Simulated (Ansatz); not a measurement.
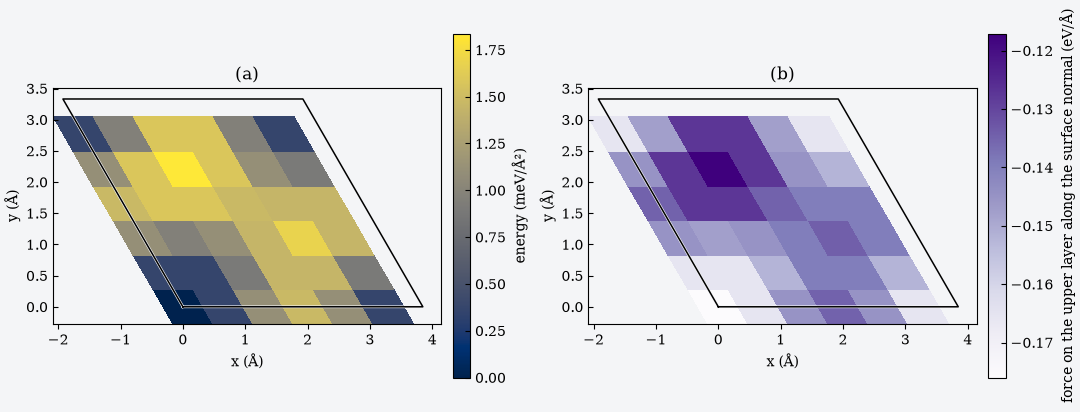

A bilayer of two Si sheets of the honeycomb type (4 atoms in the cell). 
- The upper layer of a bilayer is slid over the lower one; relaxed at each slide: nothing; the origin of the map has Si4 above Si1; the distance between the facing planes is held at 4.40 Å.
- Places are given modulo a cell vector. The map is drawn in real space over the plane of the slide.
- The scan uses a 6 × 6 grid; 10 points were computed and 26 follow by symmetry.
- Energies: meV/Å², counted from the lowest grid point.
- At a held distance the lowest stacking need not be the one that binds best once the distance relaxes.
- All numbers below come from Ansatz 0.2.0, DFT PBE+D3(BJ), scalar-relativistic, plane waves, PAW. Settings: cutoff 420 eV, k-mesh 9×9×1, gaussian smearing 0.1 eV, no spin polarisation.

Panel (a) is the energy; panel (b) is the computed force on the upper layer along the surface normal, in eV/Å.

The picture shows one coloured cell a grid point, the outline of one cell of the plane.

**How does the force on the upper layer along the surface normal vary over the map, and what is it at the lowest grid point?**

It runs from −0.18 eV/Å at (0/6, 0/6) of the cell vectors to −0.12 eV/Å at (2/6, 4/6) of the cell vectors. At the lowest grid point, (0/6, 0/6) of the cell vectors, it is −0.18 eV/Å.

PAW datasets: the set soft_1.
